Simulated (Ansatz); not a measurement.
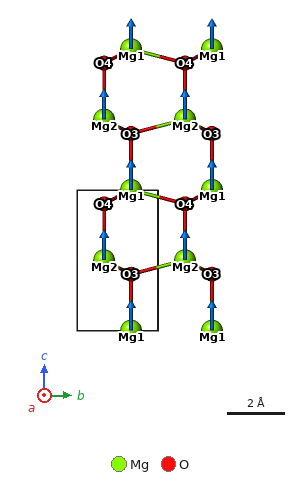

Crystalline MgO (P6_3mc): the whole Mg sublattice is shifted rigidly, along Cartesian [0 0 1], all else fixed. The picture shows the reference cell. The blue arrows give the direction of positive displacement. The picture is a ball-and-stick view of the cell of the calculation, repeated 2 × 2 × 2 with one cell outlined, seen along the a axis.

Level of theory: Ansatz 0.2.0, DFT PBEsol, scalar-relativistic, plane waves, PAW. (plane-wave cutoff 420 eV; k-point mesh 9 × 9 × 6; occupations gaussian; smearing width 0.05 eV; no spin polarisation). Energies (free energies at the smearing named) are counted from the cell as listed in its source, which wasn't relaxed.

```xyz
4
Lattice="3.3078 0.0000 0.0000 -1.6539 2.8646 0.0000 0.0000 0.0000 4.9829" Properties=species:S:1:pos:R:3 pbc="T T T"
Mg    0.0000    1.9098    0.0108
Mg    1.6539    0.9549    2.5022
O     0.0000    1.9098    2.0053
O     1.6539    0.9549    4.4968
```

What energies does the calculation give (the displacement: −0.1000, −0.0750, −0.0500, −0.0250, 0.0000, 0.0250, 0.0500, 0.0750, 0.0875, 0.1000 Å)?

| displacement (Å) | energy change (meV/cell) |
| --- | --- |
| −0.1000 | 52.2 |
| −0.0750 | 31.5 |
| −0.0500 | 15.1 |
| −0.0250 | 4.2 |
| 0.0000 | 0.0 |
| 0.0250 | 3.8 |
| 0.0500 | 17.1 |
| 0.0750 | 41.5 |
| 0.0875 | 58.5 |
| 0.1000 | 78.9 |

Of the computed points the lowest is at the displacement 0.00 Å, 0.0 meV/cell. The curvature at zero is about 13 eV/Å² per cell. The well is lopsided: at ±0.1000 Å the energy is 1.5 times higher on the positive side. At the highest point the shortest interatomic distance is 1.90 Å, against 1.97 Å in the reference. The distortion keeps the space group P6_3mc.
